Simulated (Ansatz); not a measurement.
AlP (slab)

Input

```
crystal:
  lattice:
    - [3.8938964222, 0.0, 0.0]
    - [0.0, 3.8938964222, 0.0]
    - [0.0, 0.0, 27.3903025442]
  atoms:
    - { symbol: P, position: [0.0, 0.5, 0.2738195384] }
    - { symbol: Al, position: [0.5, 0.5, 0.3240818632] }
    - { symbol: P, position: [0.5, 0.0, 0.374344188] }
    - { symbol: Al, position: [0.0, 0.0, 0.4246065128] }
    - { symbol: P, position: [0.0, 0.5, 0.4748688376] }
    - { symbol: Al, position: [0.5, 0.5, 0.5251311624] }
    - { symbol: P, position: [0.5, 0.0, 0.5753934872] }
    - { symbol: Al, position: [0.0, 0.0, 0.625655812] }
    - { symbol: P, position: [0.0, 0.5, 0.6759181368] }
    - { symbol: Al, position: [0.5, 0.5, 0.7261804616] }
basis:
  ecutwfc: 420
kpoints:
  mp_grid: { grid: [7, 7, 1] }
hamiltonian:
  xc: pbe
scf:
  occupations: { method: gaussian, width: 0.05 }
output:
  forces: true
  eigenvalues: true
  write_density: true
  write_potential: true
  elf: true
  volumetric_format: npy
relax:
  adjacent_minimum: "off"
  f_tol: 0.02
  max_steps: 60
efield:
  axis: 3
  dipole_correction: true
  ramp_width: 0.04
```

Command:

```sh
ansatz run input.yaml --threads 1 --pin off --max-ram 2560MiB --backend cpu --events-out ev --progress --plain --runs-dir out
```

Computed with Ansatz 0.2.0, DFT PBE, scalar-relativistic, plane waves, PAW.

Question: What can the converged valence pseudo-density and electron localisation function tell about the bonding?

Answer: Al–P (2.40 Å): the density is about 0.49 e/Å³ at the midpoint; the ELF peaks at about 0.95 between the atoms.

Question: Metal or insulator at this level of theory?

Answer: It is gapless in this calculation (a metal or semimetal).

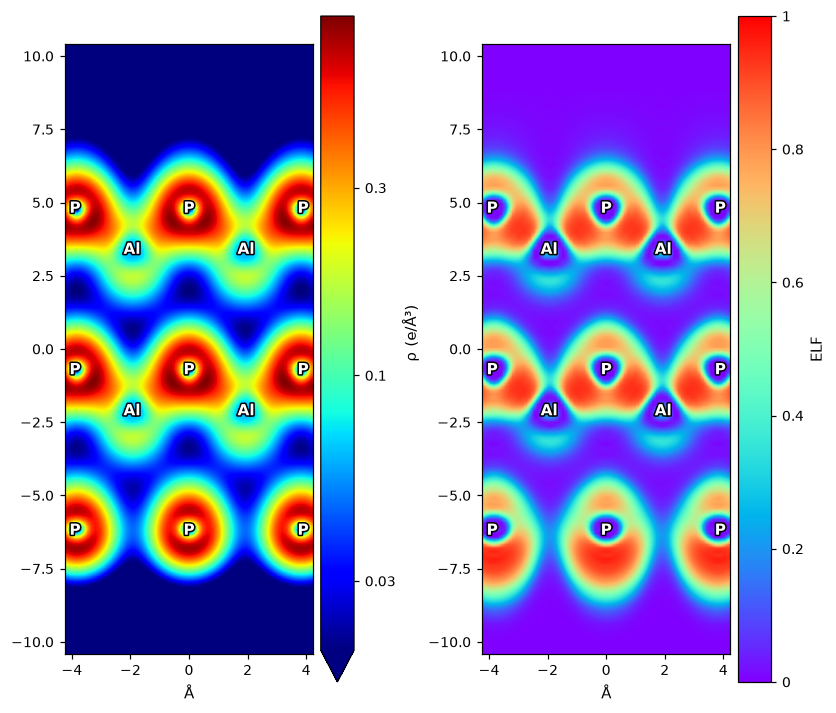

Computed valence pseudo-density and electron localisation function on the (100) plane of the calculation cell, a cut from vacuum to vacuum, in this order. 

In a PAW calculation such maps are meaningful between the atoms, not at the nuclei.
